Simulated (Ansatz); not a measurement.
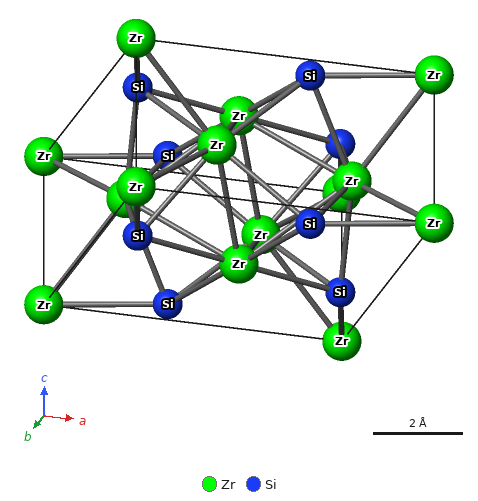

Normal modes of crystalline Zr$_{3}$Si$_{2}$, at the zone centre. The picture is a ball-and-stick view of the cell of the calculation, seen from a free direction.

Theory: DFT LDA, scalar-relativistic, plane waves, PAW in Ansatz 0.2.0. Set-up: plane-wave cutoff 420 eV; k-point mesh 6 × 6 × 10; occupations fermi dirac; smearing width 0.15 eV; no spin polarisation.

The frequencies depend somewhat on the k-mesh and the smearing.

List the optical modes.

Answer. The calculation's cell holds 10 atoms, so there are 27 optical modes, in 19 levels. No level is unstable.

```tsv
level	symmetry	frequency (cm⁻¹)	activity
1	A₁u	128	silent
2	B₁g	141	Raman-active
3	A₂g	162	silent
4	E_u	165	infrared-active
5	A₁g	166	Raman-active
6	A₂u	167	infrared-active
7	E_g	175	Raman-active
8	E_u	185	infrared-active
9	B₁u	201	silent
10	E_u	204	infrared-active
11	B₂g	208	Raman-active
12	B₁u	298	silent
13	E_g	305	Raman-active
14	B₁g	317	Raman-active
15	E_u	321	infrared-active
16	triply degenerate	325	not assigned
17	A₂u	326	infrared-active
18	A₁g	401	Raman-active
19	B₂g	415	Raman-active
```

The crystal is a metal, so free carriers screen the infrared response.

The modes drawn as arrows (one member of each degenerate set), 6 of the levels:

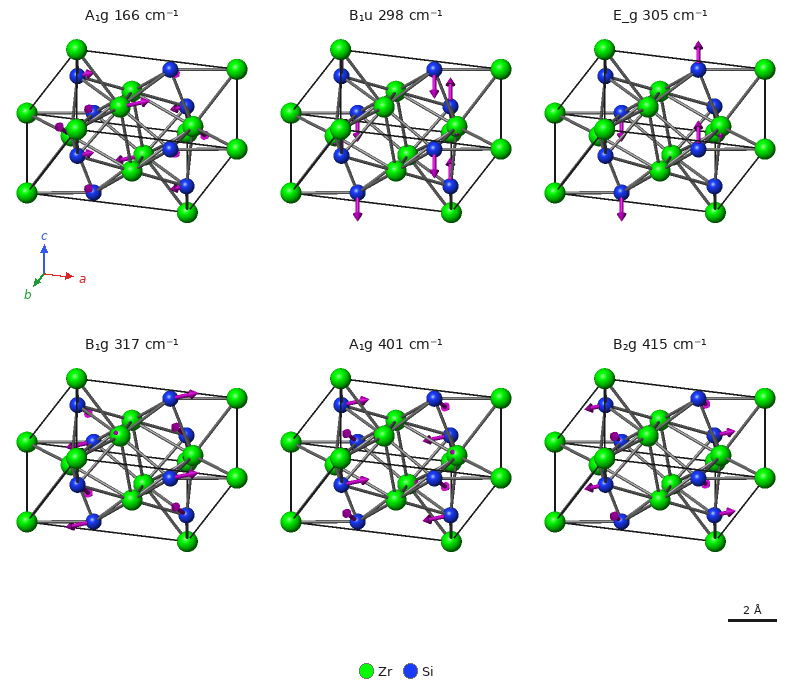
